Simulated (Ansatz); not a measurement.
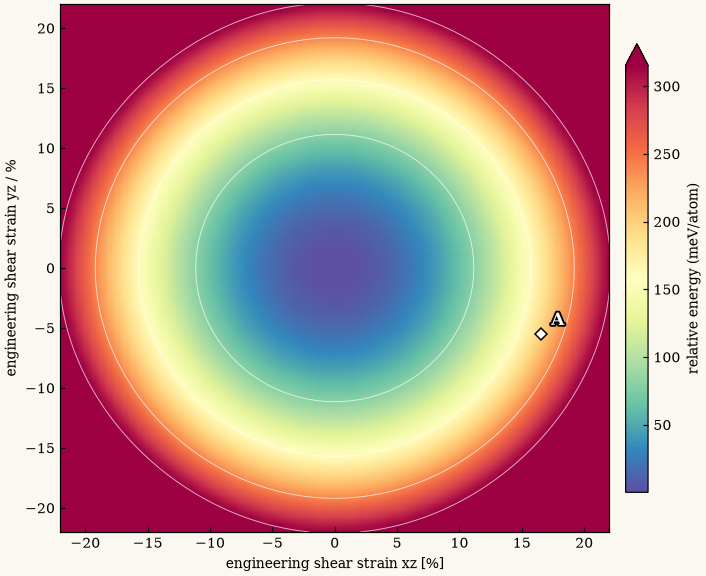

Si₇Ge (P-43m, No. 215; 8 atoms in the cell). 
- The energy is mapped over two homogeneous strains (x, y and z along the cube axes).
- Coordinates scanned: (1) engineering shear strain xz; (2) engineering shear strain yz.
- Nothing is relaxed (fractional coordinates fixed).
- The scan uses a 9 × 9 grid; 15 points were computed and 66 follow by symmetry.
- Points are written as (first, second).
- Energies: meV/atom, counted from the lowest grid point.
- The band gap closes in part of the range.
- All numbers below come from DFT PBEsol, scalar-relativistic, plane waves, PAW in Ansatz. Settings: cutoff 420 eV, k-mesh 6×6×6, gaussian smearing 0.03 eV, no spin polarisation.

In the figure: a smooth colour map with a few white contour lines, one colour for all values above the top of the scale, the point A. Between grid points the surface is interpolated.

Question: Which way does the force act at A, and how strong is it?

Answer: A, at (16.5 %, −5.5 %), is not a stationary point. The computed force is 22 meV/atom for each 1 % towards smaller values of engineering shear strain xz and 7.7 meV/atom for each 1 % towards larger values of engineering shear strain yz.

PAW datasets: the set soft_1.
